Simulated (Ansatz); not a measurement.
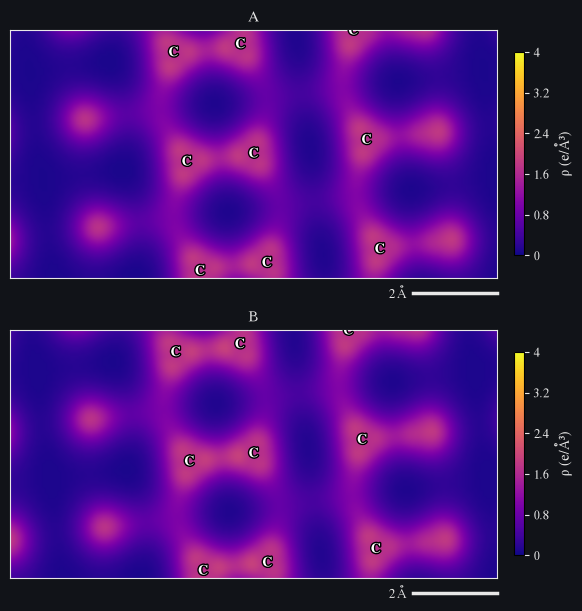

C. The valence pseudo-density of two cells that differ in size and shape, on the (100) plane of each (indices in the axes of the calculation cell), at one length scale and on one colour scale; one has 6.1 and the other 6.4 Å³ an atom.

Space group R-3m.

The calculation used DFT r2SCAN, scalar-relativistic, plane waves, PAW (Ansatz).

The density is the valence pseudo-density of a PAW calculation; it isn't the true density close to the nuclei.

The larger cell:

```yaml
crystal:
  lattice:
    - [2.61179, 0.00000, 0.00000]
    - [-1.30590, 0.75396, 10.74944]
    - [1.30590, -2.26188, 0.00000]
  atoms:
    - { symbol: C, position: [0.02482, 0.07445, 0.02482] }
    - { symbol: C, position: [0.97518, 0.92555, 0.97518] }
    - { symbol: C, position: [0.10870, 0.32609, 0.10870] }
    - { symbol: C, position: [0.89130, 0.67391, 0.89130] }
    - { symbol: C, position: [0.15837, 0.47511, 0.15837] }
    - { symbol: C, position: [0.84163, 0.52489, 0.84163] }
    - { symbol: C, position: [0.37485, 0.12456, 0.37485] }
    - { symbol: C, position: [0.62515, 0.87544, 0.62515] }
    - { symbol: C, position: [0.42533, 0.27600, 0.42533] }
    - { symbol: C, position: [0.57467, 0.72400, 0.57467] }
```

The smaller cell: a = 2.612 Å, b = 10.445 Å, c = 2.612 Å, α = 97.18°, β = 60.00°, γ = 97.18°.

### Which is the denser cell? Describe the effect of the change.

Panel B is the smaller cell, by 4 % in volume. From the larger cell to the smaller, C–C goes from 1.60 to 1.54 Å, and the density at its midpoint from 1.5 to 1.7 e/Å³; the pressure goes from −43 to −30 GPa; the Kohn–Sham gap goes from 4.4 eV to 4.1 eV.
